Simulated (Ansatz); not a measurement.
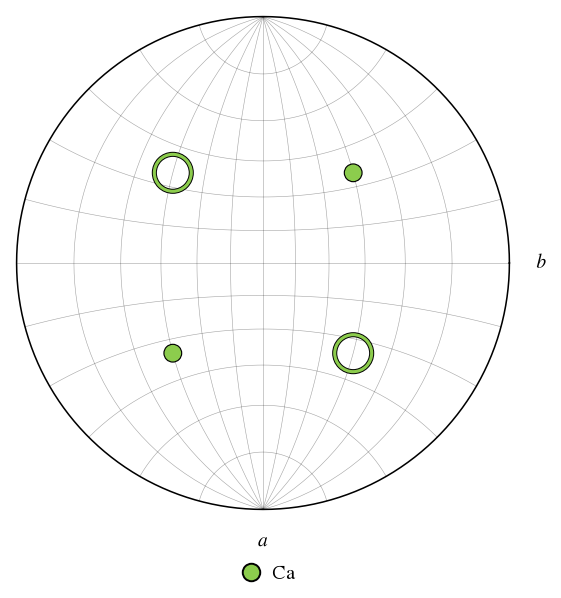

For CaF2, coordinates from a relaxation with DFT LDA, scalar-relativistic, plane waves, PAW in Ansatz: directions from one fluorine atom at (1/4, 3/4, 3/4) to its bonded neighbours, in stereographic projection down c (filled: above the plane of the page or in it, open: below). All values are computed from the atomic coordinates in the standard setting (tolerance 0.002 Å).

Neighbours are counted up to 2.84 Å for Ca.

```yaml
crystal:
  lattice:
    - [5.32617, 0.00000, 0.00000]
    - [0.00000, 5.32617, 0.00000]
    - [0.00000, 0.00000, 5.32617]
  atoms:
    - { symbol: Ca, position: [0.00000, 0.00000, 0.00000] }
    - { symbol: F, position: [0.25000, 0.75000, 0.75000] }
    - { symbol: F, position: [0.25000, 0.25000, 0.75000] }
    - { symbol: Ca, position: [0.00000, 0.50000, 0.50000] }
    - { symbol: F, position: [0.25000, 0.25000, 0.25000] }
    - { symbol: F, position: [0.25000, 0.75000, 0.25000] }
    - { symbol: Ca, position: [0.50000, 0.00000, 0.50000] }
    - { symbol: F, position: [0.75000, 0.75000, 0.25000] }
    - { symbol: F, position: [0.75000, 0.25000, 0.25000] }
    - { symbol: Ca, position: [0.50000, 0.50000, 0.00000] }
    - { symbol: F, position: [0.75000, 0.25000, 0.75000] }
    - { symbol: F, position: [0.75000, 0.75000, 0.75000] }
```

Q: How many neighbours are there, and at what angles?

A: 4: 4 Ca at 2.31 Å. Angles between bonds: 109° (6×).

Q: What is the site's symmetry in the crystal?

A: Point group -43m (Td), order 24: three −4 axes, four threefold axes, six mirror planes. In Fm-3m, No. 225 this is Wyckoff position 8c.
